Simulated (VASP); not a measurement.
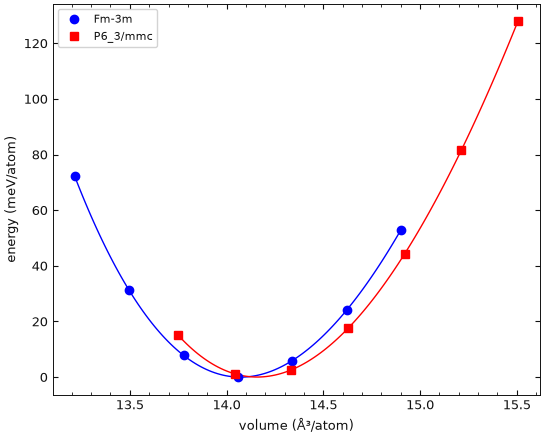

The plot gives the computed energy against volume, with one curve for each structure, for Ir. Each energy curve has its own zero, so the curves don't rank the structures.

How it was computed, with VASP 6.6.1: plane-wave DFT, no spin polarisation; energies at scaled volumes of the given cell, shape and fractions fixed, counted from the fit's minimum, third-order Birch-Murnaghan fit. Level: PBEsol.

occupations Fermi–Dirac; smearing width 0.05 eV; potentials VASP PAW PBE potentials, recommended; wave cutoff 520 eV.

Settings that differ: Fm-3m: k mesh 12×12×12; P6_3/mmc: k mesh 11×11×6.

The numbers behind the figure:

Fm-3m:
```
volume (Å³/atom)  energy (meV/atom)
           13.22              72.20
           13.50              31.24
           13.78               7.84
           14.06               0.00
           14.34               5.97
           14.62              24.13
           14.90              53.06
```

P6_3/mmc:
```
volume (Å³/atom)  energy (meV/atom)
           13.75                 15
           14.04                  1
           14.33                  3
           14.63                 18
           14.92                 44
           15.21                 82
           15.50                128
```
